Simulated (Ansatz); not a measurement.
Single-point calculation, with input and output: Ga3N2

- system: Ga3N2 (5 atoms in the cell)
- method: DFT PBE, scalar-relativistic, plane waves, PAW, spin-polarised (Ansatz 0.2.0)

The structure was made by swapping elements on the sites of another compound; it need not be a known phase. It belongs to a series of runs on one base structure; here: anti-tetradymite type (R-3m, No. 166). Figures and captions count atoms from 1; the log counts them from 0 in places.

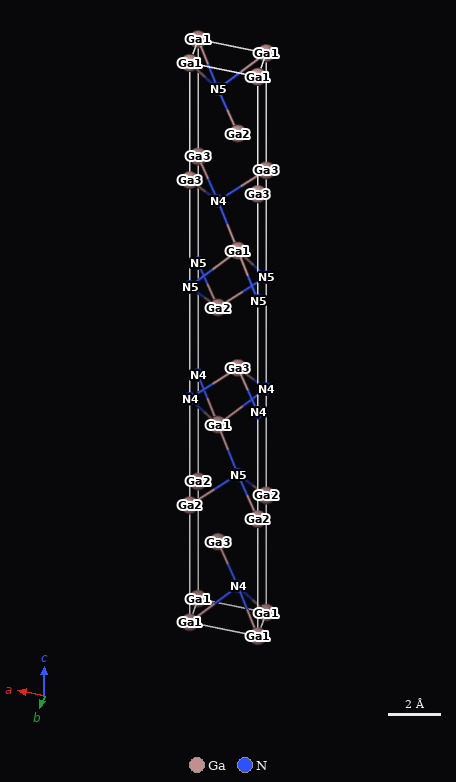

*The structure as given in the input (ball-and-stick view of the cell 3 times as large as that of the calculation, set on its symmetry axes, seen at an oblique angle; atoms are numbered from 1 in the order of the input).*

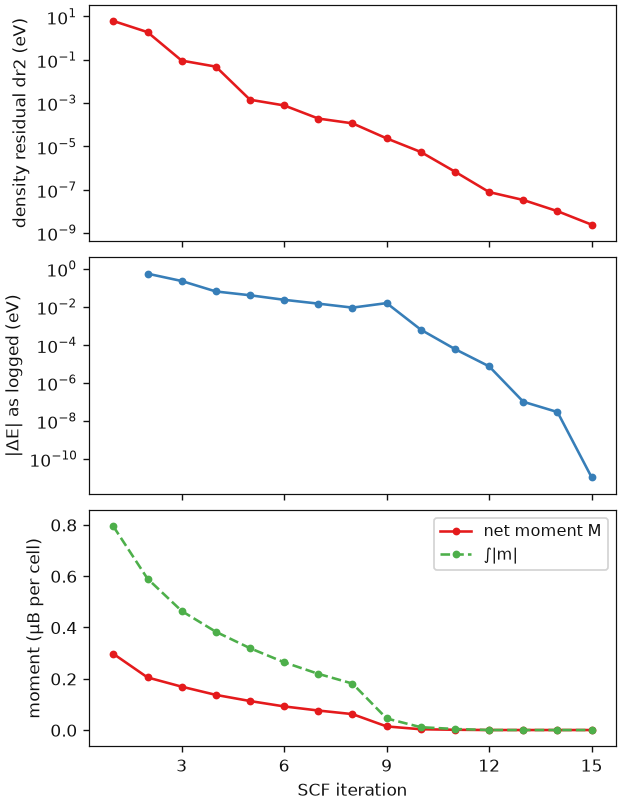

*Convergence of the self-consistent field: density residual dr2, size of the energy change and magnetic moment against the SCF iteration.*

The residual falls at every step. The net moment goes from 0.3 to 0.0 μB per cell, and ∫|m| falls to zero.

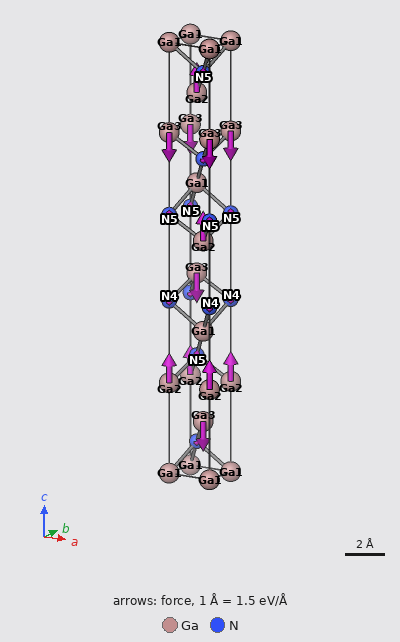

*Forces on the atoms as pink arrows (ball-and-stick view of the cell 3 times as large as that of the calculation, set on its symmetry axes, seen slightly off an axis; atoms are numbered from 1 in the order of the input).*

The largest act on Ga2, Ga3 (2.39 eV/Å). The geometry is not a stationary point of this energy.

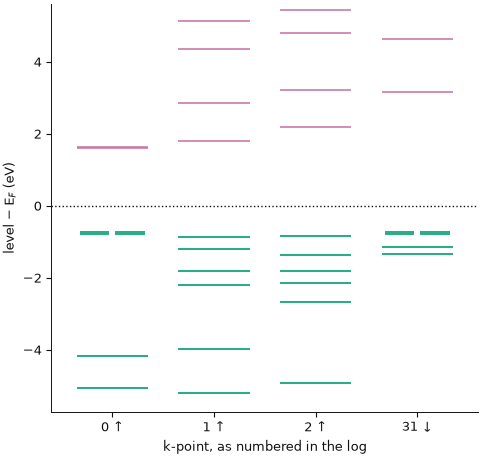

*Kohn–Sham levels near the Fermi level (dotted) at the few k-points that the log prints; levels within 0.02 eV of each other stand side by side.*

The system is metallic on the full mesh.

The input that produced these results follows, with the program's output.

Input:
```yaml
crystal:
  lattice:
    - [1.6160857527, 0.9330475444, 7.4913772325]
    - [-1.6160857527, 0.9330475444, 7.4913772325]
    - [0.0, -1.8660950887, 7.4913772325]
  atoms:
    - { symbol: Ga, position: [0.0, 0.0, 0.0] }
    - { symbol: Ga, position: [0.2095, 0.2095, 0.2095] }
    - { symbol: Ga, position: [0.7905, 0.7905, 0.7905] }
    - { symbol: "N", position: [0.4, 0.4, 0.4], spin: 1.0 }
    - { symbol: "N", position: [0.6, 0.6, 0.6], spin: 1.0 }
basis:
  ecutwfc: 420
kpoints:
  mp_grid: { grid: [6, 6, 6] }
hamiltonian:
  xc: pbe
scf:
  occupations: { method: gaussian, width: 0.1 }
  lower_state_search: "off"
output:
  forces: true
  stress: true
  eigenvalues: true
  populations: true
magnetization:
  spin_polarized: true
```

Launch command:
```bash
ansatz run input.yaml --threads 1 --pin off --max-ram 2560MiB --backend cpu --events-out ev --progress --plain --runs-dir out
```

Log:
```
basis.fft_grid_basis auto: the FFT boxes are laid along the combinations [[1, 0, -1], [0, 1, -1], [0, 0, 1]] of the cell's own vectors, 3.232, 3.232 and 7.720 Å long. The dense box has 24×24×54 points. Along the cell's own vectors, as sized, it would have 54×54×54, 5.06 times as many. Of the 12 symmetry operations that the crystal satisfies within crystal.symmetry.tolerance (time reversal apart; of a slab, those that keep its plane) the dense box along the cell's own vectors carries 12, and the one as laid loses 8 of those. basis.fft_grid_basis: typed keeps the cell's own vectors: state it where this run's energies or levels are differenced outside the engine with another run's, or held beside a run that keeps those vectors.
Engine: ansatz 0.2.0, x86_64-unknown-linux-gnu
Pseudopotentials: kind: paw
Pseudopotential: Ga, paw, valence charge 13, recommended cutoff 420 eV (normal), Ga.paw.azcp
Pseudopotential: N, paw, valence charge 5, recommended cutoff 420 eV (normal), N.paw.azcp
Functional definition: PBE
  parameter kappa = 0.804
  parameter beta = 0.06672455060314922
  exchange = pbe_x(kappa = kappa, mu = beta*pi^2/3)
  correlation = pbe_c(beta = beta)
Crystal: 5 atoms, lattice volume = 67.777 Å³
Basis set: ecut = 420 eV, 1333 PW (Γ), FFT grids on a1−a3, a2−a3, a3, exchange–correlation on 48×48×108 points (8 copies of the dense FFT grid, shifted against one another)
Bands: 31, of which v1, the nominal top of the filled ones, is band 25 counted from 1 (24 counted from 0)
Symmetry: 12 space group operations
Space group: R-3m (ITA 166), of the structure as read, at distance tolerance 4.1e-5 Å
Magnetic group: BNS 166.97 (UNI 1327), of the structure as read, at distance tolerance 4.1e-5 Å
k-points: 32 of 216
Non-local potential: Ga, projectors of the file, l = 0: 2, l = 1: 2, l = 2: 3, l = 3: 1
Non-local potential: N, projectors of the file, l = 0: 2, l = 1: 2, l = 2: 1
PAW form: soft (Blöchl's): semilocal exchange-correlation on the pseudo side does not see the compensation charge
PAW one-centre angular grid: Ga, 590 points (default); XC on 64 Gauss nodes
PAW one-centre angular grid: N, 110 points (default); XC on 64 Gauss nodes
Initial density: superposition of atomic densities (chi_scale 0.1, normalization cell, long waves kept (reshape's long-wave potential 0.76 eV rms))
Starting moments: Σ|m| = 2 μB on 2 of 5 sites
Initial wavefunctions: pseudopotential atomic-orbital guess
Functional: x = pbe(κ = 0.804, μ = 0.2195149727645171), c = pbe(β = 0.06672455060314922)
SCF iter   1: F=—  HF=-12116.068123 eV  |F-HF|=—  |Δ(HF+E_count)|=         —  Δρ=4.17e-2 (↑4.17e-2 ↓4.02e-2)  dr2=6.17e0  dr2_m=5.18e-1  M=0.297 μB ∫|m|=0.794 μB  β_m=0.30  ethr=3.10e-3  ⟨swp⟩=5.2  Hψ=7540  notcnv=0
preconditioner: auto → Resta (q_TF=auto, 2.585 Å⁻¹)  ε∞=5.0  [insulator: Δε(μ)=0.100 eV  Ē_g=15.807 eV  σ=0.100 eV  W_gap=0.52  n_scr=24 (ndim 8)  ℏωp=31.6 eV  f_vac=0.000  D(μ)=1.12/eV (n_scr^D=4)  ε∞_Penn≈5.0]
spin=Collinear: Resta preconditioning applied to the charge; magnetization (m = ρ↑ − ρ↓) channel mixes plain (no charge-response kernel on spin).
SCF iter   2: F=—  HF=-12115.506151 eV  |F-HF|=—  |Δ(HF+E_count)|=   5.62e-1  Δρ=3.28e-2 (↑2.99e-2 ↓3.28e-2)  dr2=1.89e0  dr2_m=3.64e-1  M=0.205 μB ∫|m|=0.590 μB  β_m=0.30  ethr=3.10e-3  ⟨swp⟩=2.0  Hψ=2799  notcnv=0  defer=102
preconditioner: auto → Kerker (q_TF=auto, 2.585 Å⁻¹)  [metal: Δε(μ)=0.057 eV  Ē_g=15.714 eV  σ=0.100 eV  W_gap=0.30  n_scr=24 (ndim 8)  ℏωp=31.6 eV  f_vac=0.000  D(μ)=1.04/eV (n_scr^D=2)]
spin=Collinear: Kerker preconditioning applied to the charge; magnetization (m = ρ↑ − ρ↓) channel mixes plain (no charge-response kernel on spin).
SCF iter   3: F=—  HF=-12115.274662 eV  |F-HF|=—  |Δ(HF+E_count)|=   2.31e-1  Δρ=2.09e-2 (↑2.09e-2 ↓2.06e-2)  dr2=9.15e-2  dr2_m=2.32e-1  M=0.169 μB ∫|m|=0.464 μB  β_m=0.30  ethr=3.10e-3  ⟨swp⟩=2.3  Hψ=2568  notcnv=0  defer=102
SCF iter   4: F=—  HF=-12115.339805 eV  |F-HF|=—  |Δ(HF+E_count)|=   6.51e-2  Δρ=1.60e-2 (↑1.60e-2 ↓1.53e-2)  dr2=4.82e-2  dr2_m=1.41e-1  M=0.137 μB ∫|m|=0.383 μB  β_m=0.30  ethr=1.87e-4  ⟨swp⟩=1.7  Hψ=2581  notcnv=0  defer=107
SCF iter   5: F=—  HF=-12115.380922 eV  |F-HF|=—  |Δ(HF+E_count)|=   4.11e-2  Δρ=1.18e-2 (↑1.18e-2 ↓1.17e-2)  dr2=1.43e-3  dr2_m=8.49e-2  M=0.113 μB ∫|m|=0.319 μB  β_m=0.30  ethr=9.84e-5  ⟨swp⟩=2.0  Hψ=2512  notcnv=0  defer=107
SCF iter   6: F=—  HF=-12115.404641 eV  |F-HF|=—  |Δ(HF+E_count)|=   2.37e-2  Δρ=9.28e-3 (↑9.25e-3 ↓9.28e-3)  dr2=7.78e-4  dr2_m=5.29e-2  M=0.092 μB ∫|m|=0.264 μB  β_m=0.30  ethr=2.92e-6  ⟨swp⟩=2.0  Hψ=3444  notcnv=0  defer=107
SCF iter   7: F=—  HF=-12115.419582 eV  |F-HF|=—  |Δ(HF+E_count)|=   1.49e-2  Δρ=7.39e-3 (↑7.25e-3 ↓7.39e-3)  dr2=1.93e-4  dr2_m=3.32e-2  M=0.076 μB ∫|m|=0.219 μB  β_m=0.30  ethr=1.59e-6  ⟨swp⟩=2.0  Hψ=3476  notcnv=0  defer=107
Mixer restart at iter 7: flushing history
spin-set hold released at iteration 7 (site moments contracting): the magnetisation degrees of freedom join the quasi-Newton model from the next iteration; the mixer history was flushed
SCF iter   8: F=—  HF=-12115.428771 eV  |F-HF|=—  |Δ(HF+E_count)|=   9.19e-3  Δρ=5.87e-3 (↑5.79e-3 ↓5.87e-3)  dr2=1.16e-4  dr2_m=2.11e-2  M=0.062 μB ∫|m|=0.181 μB  β_m=0.56  ethr=3.95e-7  ⟨swp⟩=2.6  Hψ=3521  notcnv=0  defer=107
SCF iter   9: F=—  HF=-12115.444702 eV  |F-HF|=—  |Δ(HF+E_count)|=   1.59e-2  Δρ=1.11e-3 (↑1.08e-3 ↓1.11e-3)  dr2=2.34e-5  dr2_m=7.37e-4  M=0.014 μB ∫|m|=0.045 μB  β_m=0.62  ethr=2.38e-7  ⟨swp⟩=3.0  Hψ=3995  notcnv=0  defer=109
SCF iter  10: F=—  HF=-12115.445339 eV  |F-HF|=—  |Δ(HF+E_count)|=   6.37e-4  Δρ=2.37e-4 (↑2.37e-4 ↓2.36e-4)  dr2=5.52e-6  dr2_m=3.31e-5  M=0.003 μB ∫|m|=0.011 μB  β_m=0.72  ethr=4.78e-8  ⟨swp⟩=2.9  Hψ=4155  notcnv=0  defer=110
SCF iter  11: F=—  HF=-12115.445400 eV  |F-HF|=—  |Δ(HF+E_count)|=   6.06e-5  Δρ=7.82e-5 (↑7.47e-5 ↓7.82e-5)  dr2=6.80e-7  dr2_m=3.45e-6  M=0.001 μB ∫|m|=0.004 μB  β_m=0.84  ethr=1.13e-8  ⟨swp⟩=2.4  Hψ=3494  notcnv=0  defer=110
iter 12 did not close the SCF: its close was put off for a magnetic moment that had not settled (scf_convergence_deferred on its scf_iter line)
SCF iter  12: F=-12115.445407 eV  HF=-12115.445407 eV  |F-HF|=1.22e-9  |Δ(HF+E_count)|=   7.49e-6  Δρ=8.71e-6 (↑7.75e-6 ↓8.71e-6)  dr2=7.77e-8  dr2_m=3.45e-8  M=0.000 μB ∫|m|=0.000 μB  β_m=0.92  ethr=2.04e-10  ⟨swp⟩=8.0  Hψ=11229  notcnv=0
iter 13 did not close the SCF: its close was put off for a magnetic moment that had not settled (scf_convergence_deferred on its scf_iter line)
SCF iter  13: F=-12115.445407 eV  HF=-12115.445407 eV  |F-HF|=8.68e-8  |Δ(HF+E_count)|=   1.03e-7  Δρ=4.68e-6 (↑3.91e-6 ↓4.68e-6)  dr2=3.35e-8  dr2_m=1.38e-9  M=0.000 μB ∫|m|=0.000 μB  β_m=0.74  ethr=1.59e-10  ⟨swp⟩=2.2  Hψ=7219  notcnv=0
iter 14 did not close the SCF: its close was put off for a magnetic moment that had not settled (scf_convergence_deferred on its scf_iter line)
SCF iter  14: F=-12115.445407 eV  HF=-12115.445407 eV  |F-HF|=5.64e-9  |Δ(HF+E_count)|=   2.96e-8  Δρ=1.39e-6 (↑1.39e-6 ↓1.27e-6)  dr2=1.02e-8  dr2_m=2.85e-10  M=0.000 μB ∫|m|=0.000 μB  β_m=0.87  ethr=6.84e-11  ⟨swp⟩=2.2  Hψ=6871  notcnv=0
SCF iter  15: F=-12115.445407 eV  HF=-12115.445407 eV  |F-HF|=1.48e-9  |Δ(HF+E_count)|=  1.09e-11  Δρ=9.52e-7 (↑9.52e-7 ↓7.24e-7)  dr2=2.43e-9  dr2_m=3.29e-11  M=-0.000 μB ∫|m|=0.000 μB  ethr=2.09e-11  ⟨swp⟩=1.5  Hψ=5835  notcnv=0
WARN: the starting moments were not kept: the SCF closed with an absolute magnetisation of 1.1e-5 μB, where they sum to 2 μB in size (2 sites). That is at most 0.1 of that sum. Measured as dr2_m measures the in/out step, that magnetisation stands 1.6e-11 eV from none, at or under the dr2_threshold of 1.0e-7 eV: it is no larger than a step whose dr2_m would equal this threshold. The system may hold no moment; this SCF shows only that its start led to no more than that. To try another start: raise the starting moments (crystal.atoms[].spin, magnetization.per_species, magnetization.initial_magnetization, or on a non-collinear deck that types none of these the spinor_matrix: blocks that start its atoms; where the total moment is fixed, keep their sum and leave initial_magnetization as it is; typed ones take the place of any that the run laid by itself, positive ones on a crystal's lanthanoids without a Hubbard term where scf.initial_density.shell_occupations: [] is typed) or, if the notice of its spin-set hold's release reads "site moments contracting" or "site moments show no strong build", lengthen the hold (scf.mixing.spin_hold: { on: { confirm: 4 } }; for m-r²SCAN on two components see the key's manual first). Each may lead to a state that holds a moment. A second SCF, from the converged charge density, with the starting moments and any scf.initial_density.shell_occupations laid on it anew, would have followed, and was not run: the deck does not ask for one (magnetization.retry_lost_moments is false, the default). To let it run, set magnetization.retry_lost_moments: true and run the deck again, where that key's refused combinations let it; where memory then withholds it, that run's warning says so.
SCF 1 converged in 15 iterations: F = -12115.445407 eV  dr2 = 2.43e-9
  greatest PAW one-centre occupation: 0.996 electrons in one spin orbital (limit 2), on the Ga atom at site 0 (counted from 0), in its partial waves of l = 2
SCF converged after 15 iterations
Magnetization: -0.0000 μB (24.5000 up, 24.5000 down)
Absolute magnetization: 0.0000 μB (∫|ρ↑−ρ↓|, with the PAW one-centre terms)
Spin contamination: 0.0000 ħ² per cell (⟨S²⟩ above its minimum at these occupations)
Per-site moments (μB) at R_I (Å): [(5.070031393702144e-7, 0.987172071419308), (-2.743064875751466e-7, 0.9345604137209412), (-2.743064875997151e-7, 0.9345604137209409), (-2.3079872816452812e-6, 0.9345604137209409), (-2.307987281611919e-6, 0.9345604137209412)]
Free energy (F): -12115.445407 eV
Harris-Foulkes:  -12115.445407 eV  (|F-HF|=1.48e-9)
Internal energy: -12115.439845 eV  (E = F + TS)
E sigma→0 (E₀):  -12115.442626 eV
Entropy (-TS):   -0.005562 eV (-1.112 meV/atom)
Fermi energy:    9.663533 eV
--- Per-component energies (eV) ---
  E_band       = -77.229858
  E_kinetic    = 590.711450
  E_local      = -5570.200270  (includes V_loc(G=0)·N_el)
  E_nonlocal   = 1370.429197
  E_hartree    = 2565.674359
  E_xc         = -321.254825
  E_vxc        = -318.691043  (∫ρ·V_xc dr)
  E_paw        = -6225.335436  (= ΣΔE_a)
  E_vpaw       = -1280.827067  (= ΣTr[D̂ρ^β])
  E_aug_tail   = -0.000160  (compensation charges beyond the density's cutoff)
  E_ewald      = -4525.464160
  E_smearing   = -0.005562  (= −TS)
  E_closure    = 0.000000  (closes the sum)
  Σ components = -12115.445407   (vs F -12115.445407, Δ=0.00e0)
--- Forces (eV/Å), atoms counted from 1 ---
  atom   1  Ga    -0.00000000     0.00000000     0.00000000
  atom   2  Ga     0.00000000     0.00000000     2.39119426
  atom   3  Ga    -0.00000000    -0.00000000    -2.39119426
  atom   4  N      0.00000000    -0.00000000    -0.39255350
  atom   5  N     -0.00000000     0.00000000     0.39255350
  max |Σ_I F_I| component: 9.25e-18 eV/Å
--- Stress (GPa, compression-positive) ---
      -12.064407      -0.000000       0.000000
       -0.000000     -12.064407      -0.000000
        0.000000      -0.000000     -23.902966
  P = ⅓ Tr σ = -16.0106 GPa (-160.106 kbar)
--- Band table (eV; the first three rows and the last of 64) ---
  k-point 0 ↑: bands = ["-5.5317", "-5.2338", "-5.2338", "-5.2021", "-5.1487", "-5.1367", "-5.1367", "-5.1270", "-5.1270", "-5.0613", "-5.0613", "-4.9030", "-4.8943", "-4.8943", "-4.8010", "-4.8010", "-4.6211", "0.1856", "4.6004", "5.4995", "8.8852", "8.8852", "8.9503", "8.9503", "11.2684", "11.3074", "15.6699", "15.9040", "17.0128", "17.0128", "17.7486"]
  k-point 1 ↑: bands = ["-5.4238", "-5.3566", "-5.2145", "-5.2033", "-5.1759", "-5.1426", "-5.1292", "-5.1183", "-5.0904", "-5.0452", "-5.0262", "-4.9177", "-4.9010", "-4.8959", "-4.7947", "-4.7018", "-4.1135", "0.7117", "4.4735", "5.6995", "7.4703", "7.8531", "8.4515", "8.7857", "11.4580", "12.5257", "14.0306", "14.7912", "15.9985", "16.3134", "17.2579"]
  k-point 2 ↑: bands = ["-5.6144", "-5.3476", "-5.2444", "-5.1694", "-5.1558", "-5.1405", "-5.1344", "-5.0959", "-5.0684", "-4.9707", "-4.9508", "-4.9191", "-4.8816", "-4.8766", "-4.7939", "-4.0061", "-3.2497", "2.1572", "3.5600", "4.7373", "7.0014", "7.5337", "7.8643", "8.2891", "8.8334", "11.8651", "12.8845", "14.4576", "15.1018", "15.4772", "16.8459"]
  k-point 31 ↓: bands = ["-5.4026", "-5.2296", "-5.2296", "-5.2001", "-5.1387", "-5.1387", "-5.1363", "-5.1363", "-5.0685", "-5.0530", "-5.0530", "-4.9486", "-4.8971", "-4.8971", "-4.8789", "-4.7996", "-4.7996", "0.9212", "2.6710", "8.3386", "8.5217", "8.8925", "8.8925", "8.9434", "8.9434", "12.8130", "14.2987", "16.6042", "16.6042", "18.6092", "19.2744"]
--- Löwdin populations: 5 sites ---
  site symbol       q [e]    m [muB]
     0     Ga     12.3454     0.0000
     1     Ga     12.6394    -0.0000
     2     Ga     12.6394    -0.0000
     3      N      5.6425    -0.0000
     4      N      5.6425    -0.0000
  spilling = 0.001850 (of n_electrons = 49.000000)
```

File populations.tsv:
```
# site	symbol	l	j	q_up	q_dn
# orbitals = lowdin
# n_electrons = 49.000000
# spilling = 0.001850
0	Ga	0_4S	-	0.520868	0.520867
0	Ga	1_4P	-	0.654776	0.654775
0	Ga	2_3D	-	4.997055	4.997055
1	Ga	0_4S	-	0.549584	0.549584
1	Ga	1_4P	-	0.776973	0.776974
1	Ga	2_3D	-	4.993160	4.993160
2	Ga	0_4S	-	0.549584	0.549584
2	Ga	1_4P	-	0.776973	0.776974
2	Ga	2_3D	-	4.993160	4.993160
3	N	0_2S	-	0.811954	0.811954
3	N	1_2P	-	2.009311	2.009314
4	N	0_2S	-	0.811954	0.811954
4	N	1_2P	-	2.009311	2.009314
```

Results in brief:

| quantity | value |
| --- | --- |
| outcome | converged |
| space group (tolerance 0.01 Å) | R-3m (166) |
| electrons treated | 49 |
| free energy | −12115.4454 eV |
| Fermi energy | 9.664 eV |
| gap on the k-point mesh | none (metallic) |
| net moment of the cell | 0.00 μB |
| integrated absolute moment | 0.00 μB |
| pressure | −16.01 GPa |
| largest force (length of the vector) | 2.391 eV/Å |
| hardware | 1 thread of Intel Xeon (Granite Rapids), 192 GiB of memory available, shared host |
| wall time | 6.8 s |
| peak memory | 0.42 GiB |

Warnings of the run: some starting moments were not kept.
